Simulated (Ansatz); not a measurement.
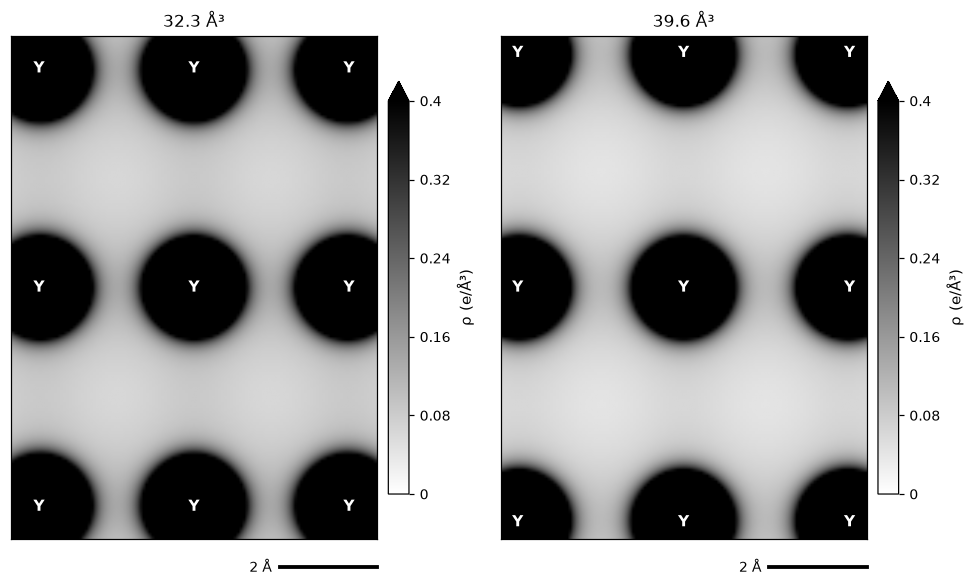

Y. The valence charge density (pseudo) of cells scaled evenly to different volumes (given per atom above each panel), on the (011) plane of each (indices in the axes of the cell below), at one length scale and on one colour scale.

A generated structure, not necessarily the stable one; computed without spin polarisation.

Level of theory: Ansatz, DFT, BLYP, plane waves (420 eV) with PAW, scalar-relativistic.

In a PAW calculation such maps are meaningful between the atoms, not at the nuclei.

The largest cell:

```cif
data_structure
_symmetry_space_group_name_H-M 'P 1'
_symmetry_Int_Tables_number 1
_cell_length_a 3.4088
_cell_length_b 3.4088
_cell_length_c 3.4088
_cell_angle_alpha 90.000
_cell_angle_beta 90.000
_cell_angle_gamma 90.000
_cell_volume 39.61
loop_
_atom_site_label
_atom_site_type_symbol
_atom_site_fract_x
_atom_site_fract_y
_atom_site_fract_z
_atom_site_occupancy
Y1 Y 0.00000 0.00000 0.00000 1
```

| volume (Å³/atom) | Y–Y contact in the plane (Å) | ρ at its midpoint (e/Å³) | pressure (GPa) | 
| --- | --- | --- | --- |
| 32.27 | 3.184 | 0.137 | 3.7 | 
| 35.21 | 3.278 | ? | ? | 
| 39.61 | 3.409 | 0.108 | −1.7 | 

Estimate the missing row, and compare with the calculation.

Answer. Over the known rows ln ρ falls by 1.06 per Å of Y–Y distance (the line through the two), which gives 0.124 e/Å³ at 3.278 Å; the calculation gives 0.123 e/Å³. For the pressure, a straight line in volume between the neighbouring rows gives 1.5 GPa; the calculation gives 1.0, lower because pressure rises ever faster on compression.
